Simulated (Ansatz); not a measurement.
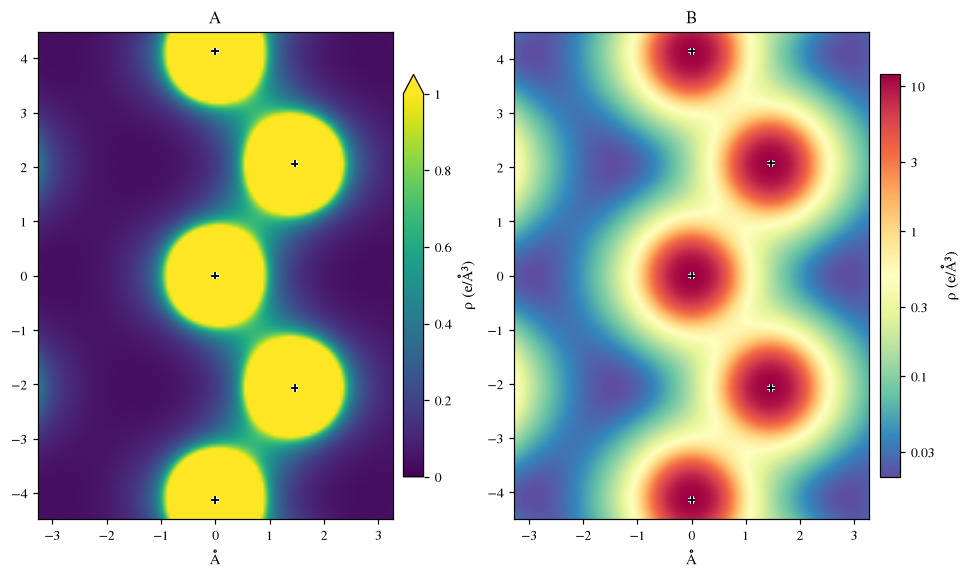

The valence electron density of 2 systems, each on a plane through atoms (crosses mark nuclei in the plane).

All numbers below come from Ansatz, DFT, PBE, plane waves (420 eV) with PAW, scalar-relativistic.

System 1: W, the (110) plane of the conventional cell. Space group Fd-3m; set up as W, diamond; a generated structure, not necessarily the stable one.

```cif
data_structure
_symmetry_space_group_name_H-M 'P 1'
_symmetry_Int_Tables_number 1
_cell_length_a 5.8321
_cell_length_b 5.8321
_cell_length_c 5.8321
_cell_angle_alpha 90.000
_cell_angle_beta 90.000
_cell_angle_gamma 90.000
_cell_volume 198.37
loop_
_atom_site_label
_atom_site_type_symbol
_atom_site_fract_x
_atom_site_fract_y
_atom_site_fract_z
_atom_site_occupancy
W1 W 0.75000 0.25000 0.25000 1
W2 W 0.25000 0.75000 0.25000 1
W3 W 0.25000 0.25000 0.75000 1
W4 W 0.75000 0.75000 0.75000 1
W5 W 0.50000 0.00000 0.00000 1
W6 W 0.00000 0.50000 0.00000 1
W7 W 0.00000 0.00000 0.50000 1
W8 W 0.50000 0.50000 0.50000 1
```

System 2: Pt, the (101) plane of the conventional cell. Space group Fd-3m; set up as Pt, diamond; a generated structure, not necessarily the stable one; changed on purpose from its base cell (volume × 1.04); computed pressure about −4 GPa in this cell.

Q: Match each panel to its system.

A: Panel A is system 1, W: the plane holds W. W–W (2.53 Å): ρ is about 0.66 e/Å³ halfway. Panel B is system 2, Pt: the plane holds Pt. Pt–Pt (2.54 Å): ρ is about 0.6 e/Å³ halfway.
